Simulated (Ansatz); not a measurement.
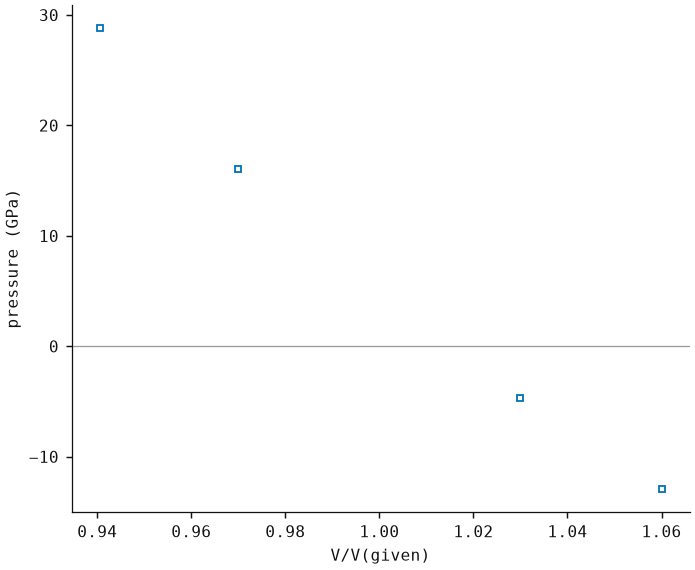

The picture above shows the pressure against V/V(given) for TaC, space group Fm-3m (No. 225).

The given structure:
```cif
data_structure
_symmetry_space_group_name_H-M 'P 1'
_symmetry_Int_Tables_number 1
_cell_length_a 3.1495
_cell_length_b 3.1495
_cell_length_c 3.1495
_cell_angle_alpha 60.000
_cell_angle_beta 60.000
_cell_angle_gamma 60.000
_cell_volume 22.09
loop_
_atom_site_label
_atom_site_type_symbol
_atom_site_fract_x
_atom_site_fract_y
_atom_site_fract_z
_atom_site_occupancy
Ta1 Ta 0.00000 0.00000 0.00000 1
C1 C 0.50000 0.50000 0.50000 1
```

Calculation (Ansatz 0.2.0): periodic Kohn-Sham DFT of a crystal at fixed atoms, scaled to the stated factor times the given cell; pressure positive in compression. Level: PBE.

method frozen-core PAW; relativity scalar; k mesh 13×13×13; occupations Fermi–Dirac; smearing width 0.08 eV; wave cutoff 420 eV; PAW set soft_2.

V(given) is 11.04 Å³/atom.

The point at V/V(given) 1.000 is left out of the plot. What does the calculation give there?

```csv
V/V(given),pressure (GPa)
1.000,4.8
```

Limits of the calculation: no spin-orbit coupling on heavy atoms.
